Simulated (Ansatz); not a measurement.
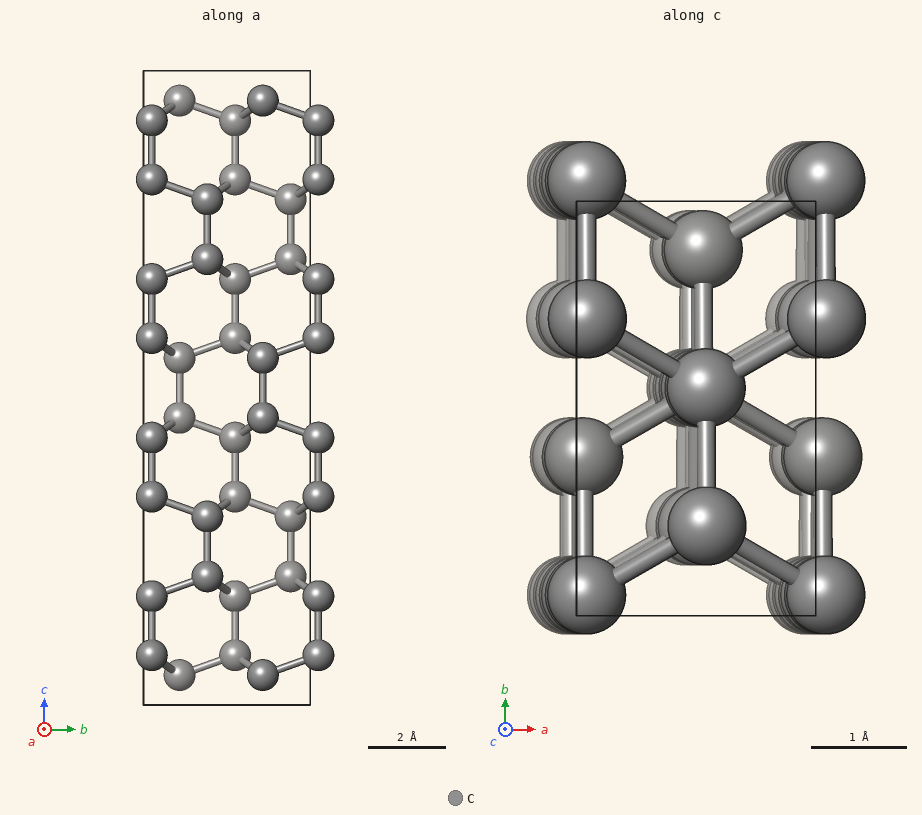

The figure gives a ball-and-stick picture of the atoms, viewed along the a axis and along the c axis. The wireframe shows the conventional unit cell.

C, space group C2 (No. 5), a = 2.52 Å, b = 4.36 Å, c = 16.61 Å, α = 90.00°, β = 90.87°, γ = 90.00°.

Results below were computed with Ansatz, DFT PBE, scalar-relativistic, plane waves, PAW; the settings were an energy cutoff of 420 eV, k-points about 0.29 Å⁻¹ apart, Gaussian smearing of 0.05 eV, no spin polarisation.

Is it conducting or gapped at this level?

Answer. An insulator at this level, with a gap of 4.46 eV on the k-mesh (the true edges may lie between mesh points, so the gap can be somewhat smaller).

Which way would the volume go on relaxing?

Answer. The computed pressure is 0.0 GPa, close to zero. The stress isn't hydrostatic: its largest component is 6.7 GPa.

Origin of the cell: an entry, possibly a prediction, of the Crystallography Open Database. The cell was then strained or its atoms displaced on purpose. Ansatz was used for an electronic-structure calculation on it.

At this level of theory the run's own cell isn't at rest (forces up to 1.7 eV/Å), so its distances can differ from those at equilibrium, the more so the softer the solid.
